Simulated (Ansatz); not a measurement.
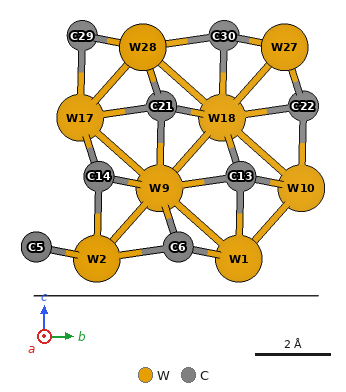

Starting structure of a slab of composition WC (cut from the P-6m2 phase). A ball-and-stick model of the cell of the calculation, outlined in the plane, without the vacuum, seen along the a axis.

Case: clean slab, lower half held. The slab is the (1 0 1) face of WC. 16 atoms are held fixed.

Level of theory: DFT PBE, scalar-relativistic, plane waves, PAW in Ansatz.

Input
```yaml
crystal:
  lattice:
    - [5.8435433042, 0.0, 0.0]
    - [-2.9217716521, 7.6179795902, 0.0]
    - [0.0, 0.0, 22.9891954558]
  atoms:
    - { symbol: W, position: [0.860325066, 0.7206501321, 0.369738907] }
    - { symbol: W, position: [0.860325066, 0.2206501321, 0.369738907] }
    - { symbol: W, position: [0.360325066, 0.7206501321, 0.369738907] }
    - { symbol: W, position: [0.360325066, 0.2206501321, 0.369738907] }
    - { symbol: C, position: [0.003712577, 0.0074251541, 0.383450601] }
    - { symbol: C, position: [0.003712577, 0.5074251541, 0.383450601] }
    - { symbol: C, position: [0.503712577, 0.0074251541, 0.383450601] }
    - { symbol: C, position: [0.503712577, 0.5074251541, 0.383450601] }
    - { symbol: W, position: [0.7206501321, 0.4413002641, 0.452009071] }
    - { symbol: W, position: [0.7206501321, 0.9413002641, 0.452009071] }
    - { symbol: W, position: [0.2206501321, 0.4413002641, 0.452009071] }
    - { symbol: W, position: [0.2206501321, 0.9413002641, 0.452009071] }
    - { symbol: C, position: [0.8640376431, 0.7280752861, 0.465720765] }
    - { symbol: C, position: [0.8640376431, 0.2280752861, 0.465720765] }
    - { symbol: C, position: [0.3640376431, 0.7280752861, 0.465720765] }
    - { symbol: C, position: [0.3640376431, 0.2280752861, 0.465720765] }
    - { symbol: W, position: [0.5809751981, 0.1619503962, 0.534279235] }
    - { symbol: W, position: [0.5809751981, 0.6619503962, 0.534279235] }
    - { symbol: W, position: [0.0809751981, 0.1619503962, 0.534279235] }
    - { symbol: W, position: [0.0809751981, 0.6619503962, 0.534279235] }
    - { symbol: C, position: [0.7243627091, 0.4487254182, 0.547990929] }
    - { symbol: C, position: [0.7243627091, 0.9487254182, 0.547990929] }
    - { symbol: C, position: [0.2243627091, 0.4487254182, 0.547990929] }
    - { symbol: C, position: [0.2243627091, 0.9487254182, 0.547990929] }
    - { symbol: W, position: [0.4413002641, 0.8826005283, 0.616549399] }
    - { symbol: W, position: [0.4413002641, 0.3826005283, 0.616549399] }
    - { symbol: W, position: [0.9413002641, 0.8826005283, 0.616549399] }
    - { symbol: W, position: [0.9413002641, 0.3826005283, 0.616549399] }
    - { symbol: C, position: [0.5846877751, 0.1693755503, 0.630261093] }
    - { symbol: C, position: [0.5846877751, 0.6693755503, 0.630261093] }
    - { symbol: C, position: [0.0846877751, 0.1693755503, 0.630261093] }
    - { symbol: C, position: [0.0846877751, 0.6693755503, 0.630261093] }
basis:
  ecutwfc: 420
kpoints:
  mp_grid: { grid: [6, 4, 1] }
hamiltonian:
  xc: pbe
scf:
  occupations: { method: gaussian, width: 0.1 }
output:
  forces: true
  eigenvalues: true
  write_density: true
  write_potential: true
  elf: true
  volumetric_format: npy
relax:
  adjacent_minimum: "off"
  f_tol: 0.03
  max_steps: 70
  constraints: [{ sites: [0, 1, 2, 3, 4, 5, 6, 7, 8, 9, 10, 11, 12, 13, 14, 15] }]
efield:
  axis: 3
  dipole_correction: true
  ramp_width: 0.04
```

Launched with:
```bash
ansatz run input.yaml --threads 4 --pin off --max-ram 10240MiB --backend cpu --events-out ev --progress --plain --runs-dir out
```

> Predict the outcome.

The energy falls by 0.496 eV per cell of the calculation in 5 geometry steps. Largest force component: 1.1 eV/Å at the start, 0.0065 eV/Å at the end. The largest moves, 0.12 Å, are those of C29, C30, C31 and C32. C29 goes at 62° to the normal (−c side). By element the largest moves are C 0.12 Å, W 0.05 Å. The cell doesn't change. Among the contacts that change: W25–C29 2.207 → 2.350 Å, W25–C30 2.207 → 2.096 Å, W17–C29 2.207 → 2.146 Å, W17–W26 2.922 → 2.873 Å. Bond angles that change, for instance: W26–C31–W28 82.9° → 88.4°, W19–C31–W26 82.9° → 85.2°, W26–C31–W27 135.1° → 133.0°.

Step by step:

```csv
step,"E − E(0), meV/atom","largest force component, eV/Å"
0,0.00,1.0634
1,-10.09,0.7708
2,-14.21,0.4035
3,-15.34,0.2055
4,-15.49,0.0419
5,-15.51,0.0065
```

After the run, drawn alike:

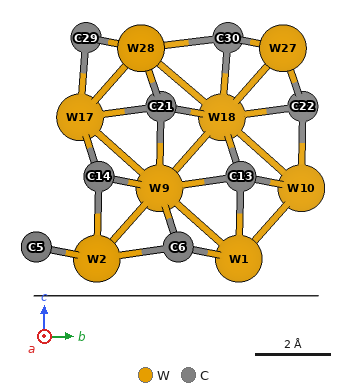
